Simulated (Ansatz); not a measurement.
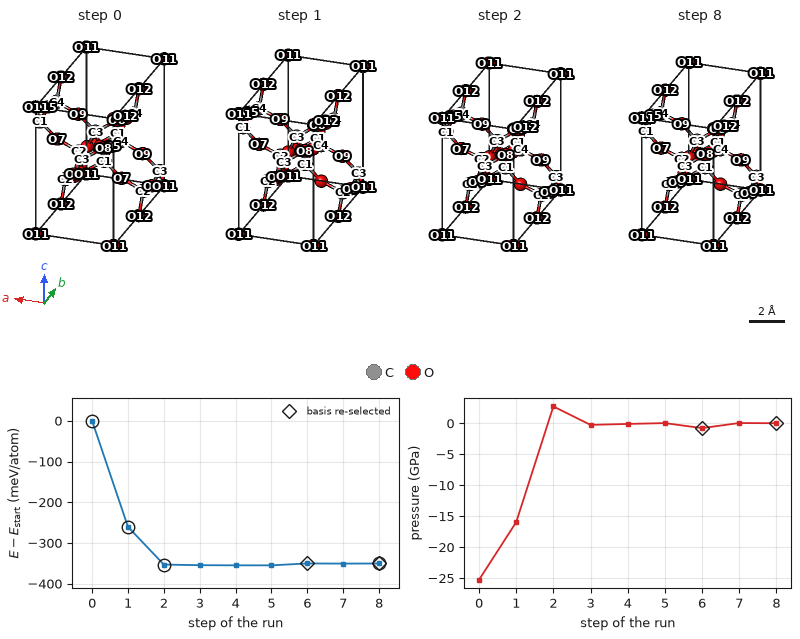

Frames of a relaxation of a crystal of CO$_{2}$ (a generated structure, set up in Imma) (coarse preliminary run), marked on the history of the run. Style: ball-and-stick. Shown: the conventional cell (2 times the calculation's cell), from a free direction. Lengths and directions refer to the drawn axes.

Case: Si → C on all its sites, cell and atoms relaxed.

Method: Ansatz, DFT PBE, scalar-relativistic, plane waves, PAW. Settings: plane-wave cutoff 420 eV; k-point mesh 6 × 6 × 6; occupations gaussian; smearing width 0.1 eV; no spin polarisation; cell and atoms relaxed; force threshold 0.05 eV/Å; at most 60 steps.

> What happens along the run?

The energy falls by 350 meV per atom in 6 accepted moves (8 points after the start). Largest force component: 2.4 eV/Å at the start, 0.0072 eV/Å at the end. Pressure: −25.25 GPa at the start and 0.03 GPa at the end. The SCF was repeated twice at an unchanged geometry on a basis and grid sized afresh for the cell, which shifted the energy by 4.7 meV per atom at most. The largest moves relative to the cell, 0.16 Å, are those of O atoms. By element the largest moves are O 0.16 Å, C 0.02 Å. The volume changes by −21.4 %, with a 4.816 → 4.439 Å (−7.8 %), b 8.791 → 8.138 Å (−7.4 %), c 8.147 → 7.502 Å (−7.9 %). Some distances before and after: C–O 1.467 → 1.362 Å, C–O 1.481 → 1.397 Å. Bond angles that change, for instance: C–O–C 155.8° → 142.6°, C–O–C 151.2° → 141.5°, O–C–O 110.7° → 118.4°. The space group stays Imma (No. 74). From step 0 to 1: O atoms move most (0.07 Å), volume −10.9 %, energy −260 meV per atom. From step 1 to 2: O atoms move most (0.07 Å), volume −12.6 %, energy −92.6 meV per atom. From step 2 to 8: O atoms move most (0.02 Å), volume +0.9 %, energy +2.7 meV per atom.

| step | E − E(0), meV/atom | largest force component, eV/Å | pressure, GPa | volume, Å³/atom | note |
| --- | --- | --- | --- | --- | --- |
| 0 | 0.00 | 2.3670 | -25.25 | 14.371 |  |
| 1 | -260.22 | 0.6812 | -15.94 | 12.807 |  |
| 2 | -352.83 | 0.4917 | 2.75 | 11.188 |  |
| 3 | -354.33 | 0.1371 | -0.23 | 11.347 |  |
| 4 | -354.68 | 0.0633 | -0.08 | 11.346 |  |
| 5 | -354.74 | 0.0199 | 0.05 | 11.346 |  |
| 6 | -350.03 | 0.0178 | -0.75 | 11.346 | same geometry, new basis |
| 7 | -350.45 | 0.0075 | 0.07 | 11.291 |  |
| 8 | -350.17 | 0.0072 | 0.03 | 11.291 | same geometry, new basis |
